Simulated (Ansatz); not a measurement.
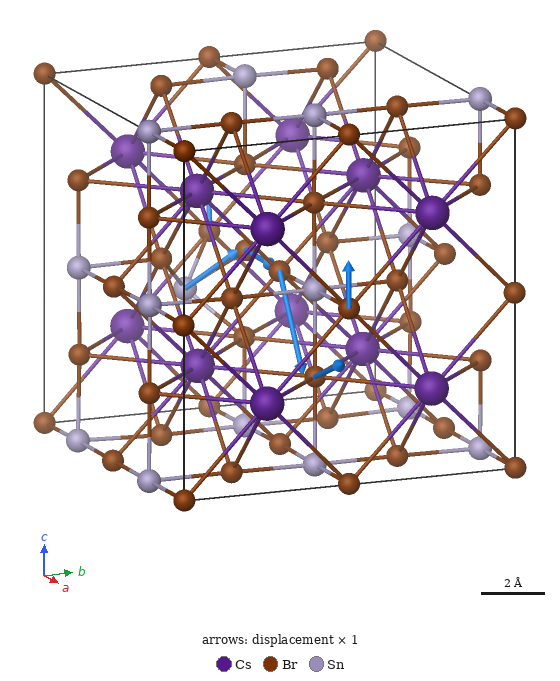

A relaxation of a defect cell of composition Cs₈Br₂₅Sn₈ (cell charge +1). The starting structure is drawn; blue arrows show the displacements, at their true length.

A ball-and-stick model of the cell of the calculation (origin shifted), seen slightly off an axis.

All numbers below come from DFT, PBEsol, PAW, plane waves (Ansatz 0.2.0). Set-up: plane-wave cutoff 420 eV; k-point mesh 1 × 1 × 1; mesh shifted by (0.25, 0.25, 0.25); no spin polarisation; atoms relaxed in a fixed cell; force threshold 0.03 eV/Å; at most 80 steps.

Question: Which element moves most?

Answer: Bromine: up to 3.62 Å, against 2.29 Å for tin.

Question: What happened in the run?

Answer: After 47 geometry steps the energy has fallen by 7.996 eV per cell of the calculation. Largest force component: 6.4 eV/Å at the start, 0.017 eV/Å at the end. A Br atom moves most: 3.62 Å along [2 0 −3]. By element the largest moves are Br 3.62 Å, Sn 2.29 Å, Cs 0.61 Å. The cell doesn't change. Some distances before and after: Br–Sn 6.405 → 2.820 Å, Br–Br 2.894 → 5.811 Å, Cs–Sn 2.442 → 5.273 Å, Br–Cs 4.082 → 6.791 Å. New bonds form: Br–Cs (4.96 → 3.91 Å), Br–Cs (4.97 → 3.74 Å), Br–Cs (4.98 → 3.92 Å), Br–Cs (5.00 → 3.89 Å). Bonds break: Br–Cs (4.04 → 5.70 Å), Br–Cs (4.07 → 5.51 Å), Br–Cs (4.08 → 6.42 Å), Br–Cs (4.08 → 6.50 Å). Among the angles between lasting bonds that change: Cs–Br–Sn 144.4° → 87.6°, Cs–Br–Cs 89.7° → 141.0°, Cs–Br–Sn 145.2° → 94.3°.

Limits of the set-up: the cell is charged, on a uniform background, and energies carry no finite-size correction.
